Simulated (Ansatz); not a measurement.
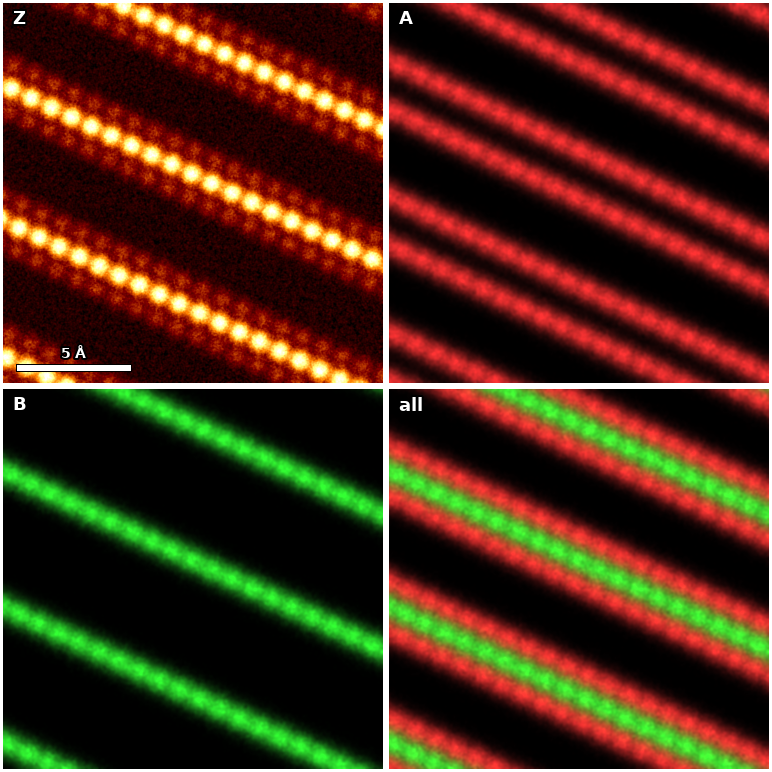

TiO2 (P-3m1, No. 164) along [310]. Panel Z: Simulated incoherent Z contrast: every atom adds Z^1.7 spread by a probe of 0.65 Å full width; channelling and multiple scattering are left out. The display is stretched by a gamma of 0.65; percentages refer to the linear signal. Shot noise was added. The other panels are simulated element maps (the number of atoms of one element along the beam, blurred by 0.9 Å, with counting noise; each on its own scale, no channelling); the last overlays them. Atomic positions: the geometry relaxed with Ansatz 0.2.0, DFT PBE, scalar-relativistic, plane waves, PAW.

```cif
data_structure
_symmetry_space_group_name_H-M 'P-3m1'
_symmetry_Int_Tables_number 164
_cell_length_a 2.9896
_cell_length_b 2.9896
_cell_length_c 5.4121
_cell_angle_alpha 90.000
_cell_angle_beta 90.000
_cell_angle_gamma 120.000
_cell_volume 41.89
loop_
_atom_site_label
_atom_site_type_symbol
_atom_site_symmetry_multiplicity
_atom_site_Wyckoff_symbol
_atom_site_fract_x
_atom_site_fract_y
_atom_site_fract_z
_atom_site_occupancy
Ti1 Ti 1 a 0.00000 0.00000 0.00000 1
O1 O 2 d 0.33333 0.66667 0.17826 1
```

**Which element does each lettered map show?**

A: O, B: Ti. The projected cell (0.98 × 5.41 Å, 90°) holds 3 columns: 2 of O and 1 of Ti. No column is shared by two of the mapped elements.
